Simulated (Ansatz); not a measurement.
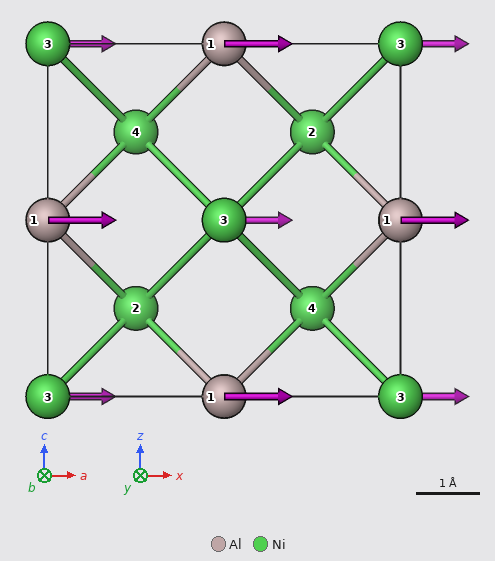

A scan of solid AlNi3 (Fm-3m): the whole Al sublattice is shifted rigidly, along Cartesian [1 0 0], all else fixed. The picture shows the reference cell. The purple arrows give the direction of positive displacement. The picture is a ball-and-stick view of the conventional cell (4 times the calculation's cell), seen along the b axis. Lengths and directions refer to the drawn axes.

Method: DFT r2SCAN, scalar-relativistic, plane waves, PAW (Ansatz). (plane-wave cutoff 500 eV; k-point mesh 14 × 14 × 14; occupations gaussian; smearing width 0.15 eV; no spin polarisation). Energies (free energies at the smearing named) are counted from the relaxed crystal.

```xyz
4
Lattice="0.0000 2.8019 2.8019 2.8019 0.0000 2.8019 2.8019 2.8019 0.0000" Properties=species:S:1:pos:R:3 pbc="T T T"
Al    2.8019    2.8019    2.8019
Ni    1.4009    1.4009    1.4009
Ni    0.0000    0.0000    0.0000
Ni    4.2028    4.2028    4.2028
```

**Give the energy at each point (the displacement: −0.100, −0.050, 0.000, 0.025, 0.075 Å).**

```
displacement (Å)  energy change (meV/cell)
          −0.100                      46.9
          −0.050                      11.7
           0.000                       0.0
           0.025                       2.9
           0.075                      26.4
```

Of the computed points the lowest is at the displacement 0.00 Å, 0.0 meV/cell. At the ends of the scan the energy is 46.9 meV/cell (−0.10 Å) and 26.4 meV/cell (0.075 Å). The curvature at zero is about 9.4 eV/Å² per cell. At the highest point the shortest interatomic distance is 2.37 Å, against 2.43 Å in the reference. The distortion takes the space group from Fm-3m to I4mm.

The computed profile:

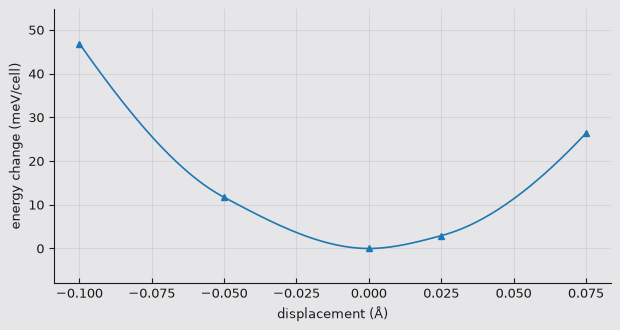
